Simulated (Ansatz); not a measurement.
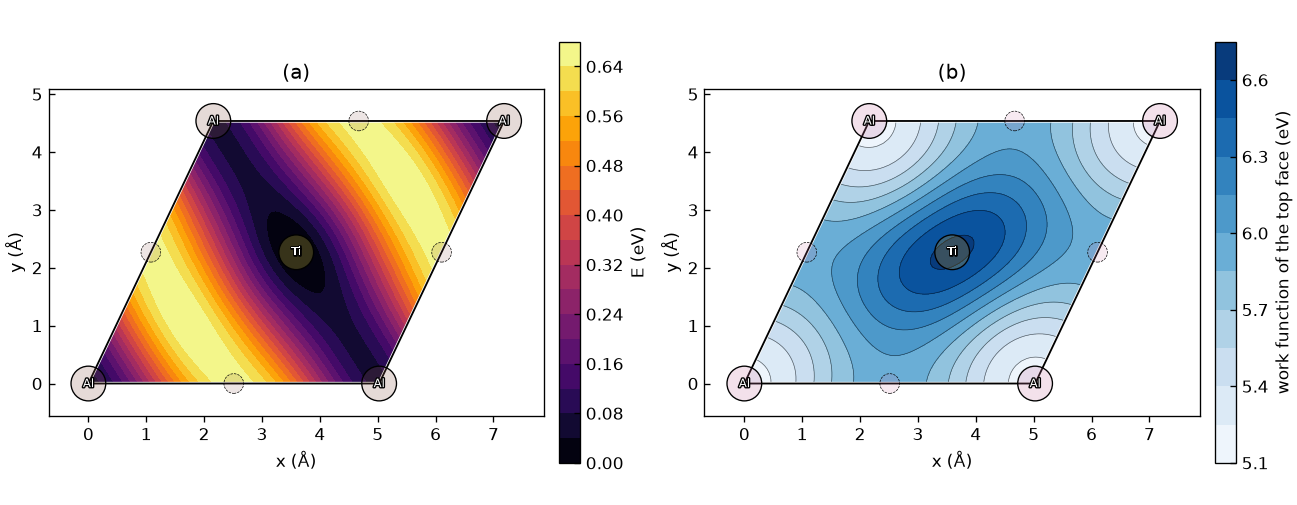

H on a TiAl₃(110) slab cut from the I4/mmm phase, its upper half relaxed before the scan (8 atoms of substrate and one adsorbate in a 1 × 1 cell). 
- H is moved over the surface cell at a fixed height above a rigid substrate; the origin of the map has the adsorbate above Al8; the height is held at 2.50 Å.
- Places are given modulo a cell vector. The map is drawn in real space over the plane of the surface.
- The grid has 6 × 6 points; 13 points were computed and 23 follow by symmetry.
- Energies: eV, counted from the lowest grid point.
- The runs have no spin polarisation, so an open-shell adsorbate far from the surface lies too high. With one adsorbate in each 1 × 1 cell, its nearest image is 5.0 Å away, so neighbouring adsorbates interact. At a fixed height the lowest place need not be the adsorption site.
- All numbers below come from DFT PBE+D3(BJ), scalar-relativistic, plane waves, PAW (Ansatz 0.2.0). Settings: cutoff 420 eV, k-mesh 6×6×1, gaussian smearing 0.1 eV, no spin polarisation.

Panel (a) is the energy and panel (b) the computed work function of the top face on the same grid.

In the figure: filled contours, labelled circles for the atoms of the top layer and small ones for the second layer, the outline of one cell of the plane. Between grid points the surface is interpolated.

### How does the work function of the top face vary over the map, and what is it at the lowest grid point?

It runs from 5.19 eV at the top site over a surface Al atom, (0/6, 0/6) of the cell vectors to 6.63 eV at the top site over a surface Ti atom, (3/6, 3/6) of the cell vectors. At the lowest grid point, the top site over a surface Ti atom, (3/6, 3/6) of the cell vectors, it is 6.63 eV.

```
second ↓, first →   0/6   1/6   2/6   3/6   4/6   5/6
              5/6  5.38  5.43  5.82  6.07  5.98  5.63
              4/6  5.78  5.82  6.17  6.43  6.30  5.98
              3/6  5.95  6.07  6.43  6.63  6.43  6.07
              2/6  5.78  5.98  6.30  6.43  6.17  5.82
              1/6  5.38  5.63  5.98  6.07  5.82  5.43
              0/6  5.19  5.38  5.78  5.95  5.78  5.38
```

PAW datasets: the set soft_1.
